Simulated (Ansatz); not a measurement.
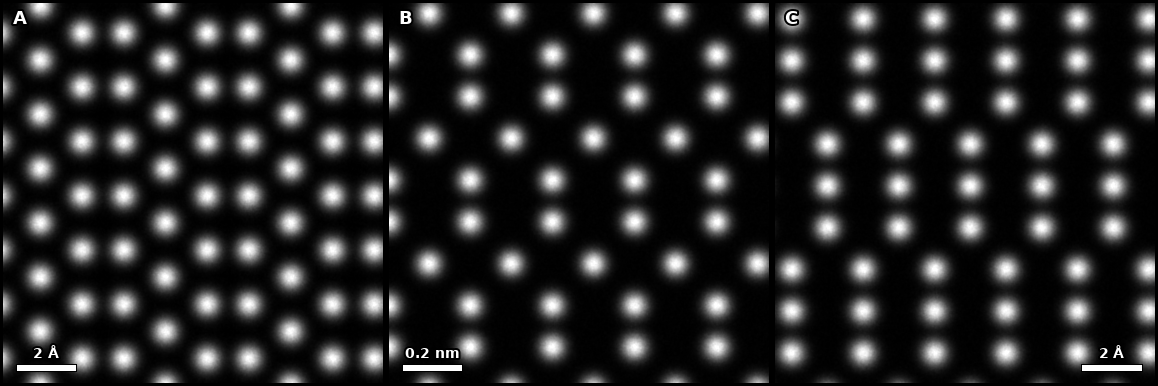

Three views of Ge (P6/mmm, No. 191) along different zone axes. Simulation: incoherent imaging, intensity Z^1.8 per atom, probe width 0.67 Å, thin sample. Shot noise was added. Model: the input geometry of a calculation; the starting structure was generated, so it need not be a known form of this composition.

```xyz
3
Lattice="4.9469 0.0000 0.0000 -2.4735 4.2842 0.0000 0.0000 0.0000 2.8122" Properties=species:S:1:pos:R:3 pbc="T T T"
Ge    0.0000    0.0000    0.0000
Ge    0.0000    2.8561    1.4061
Ge    2.4735    1.4281    1.4061
```

**Match the panels to the zone axes [100], [101] and [102].**

A is [102]: projected cell 1.86 × 4.28 Å, 90°, plane group p2mm. B is [100]: projected cell 2.81 × 4.28 Å, 90°, plane group p2mm. C is [101]: projected cell 2.44 × 4.46 Å, 106°, plane group c2mm.
